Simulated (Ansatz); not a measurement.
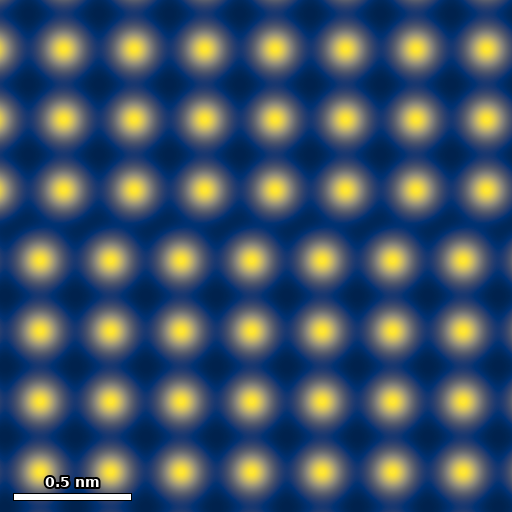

Integrated-DPC-like image of Sm (Im-3m, No. 229) along [001]. Simulated as the projected potential of neutral atoms (B = 0.8 Å²) blurred by a 1.25 Å probe, the thin-sample limit of integrated differential phase contrast.

One planar defect was built into the perfect crystal by geometry alone, without relaxation. Host structure: the geometry given to an electronic-structure calculation, possibly off equilibrium; the starting structure was generated, so it need not be a known form of this composition.

Find the planar defect and say what kind it is.

Answer. A planar fault (a stacking fault) runs horizontally about 10 Å below the top edge. The part above it is shifted along the boundary by 1/3 of the 3.03 Å repeat of the rows (1.0 Å to the right, the same as 2.0 Å to the left); both parts keep the same orientation.
